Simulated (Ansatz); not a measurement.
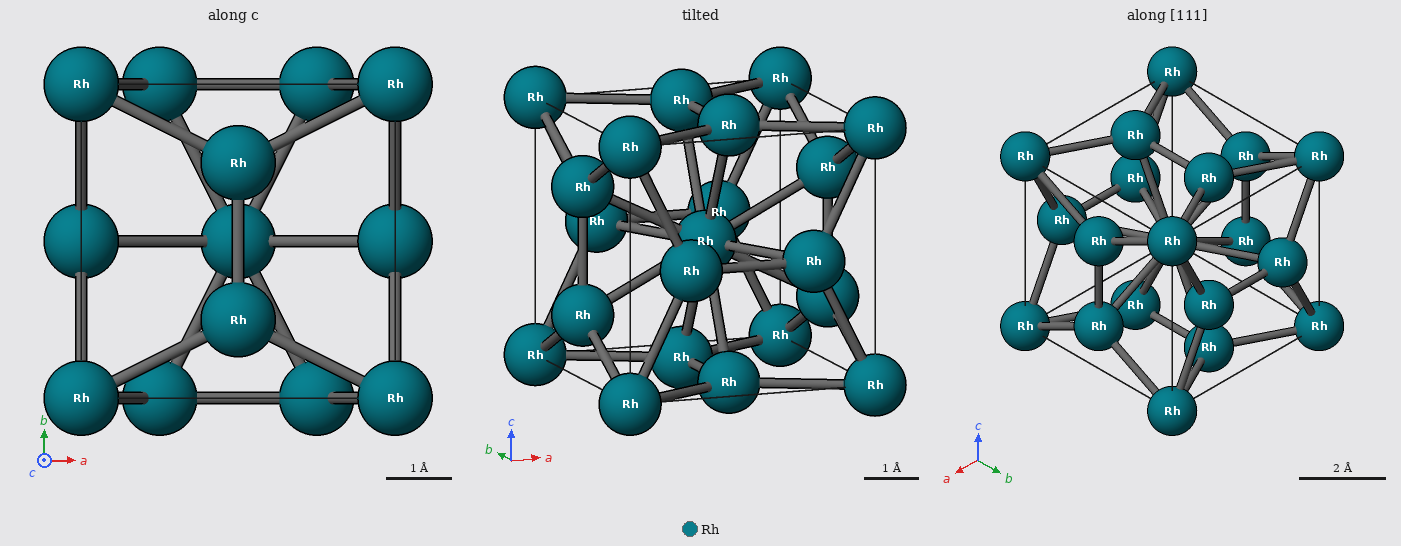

This ball-and-stick model is shown along the c axis, slightly off an axis and along [111]. Atoms at the boundary of the conventional unit cell (the box) are drawn once for each face, edge or corner they touch. Cell: a = 4.882 Å, b = 4.882 Å, c = 4.882 Å, α = 90.00°, β = 90.00°, γ = 90.00°.

Explain the picture.

- The element is rhodium.
- It belongs to space group Pm-3n (No. 223) and has a primitive cubic lattice.
- This arrangement goes by the name β-tungsten (A15) type.
- The cell holds eight atoms.
- Neighbours within bonding distance: Rh 6 to 12 (mean 7.5). Not all metal-metal contacts are counted.

Its origin is a textbook structure type filled with this element (whether it is the usual form wasn't checked). The geometry is the end of a relaxation with Ansatz, DFT PBE, scalar-relativistic, plane waves, PAW.
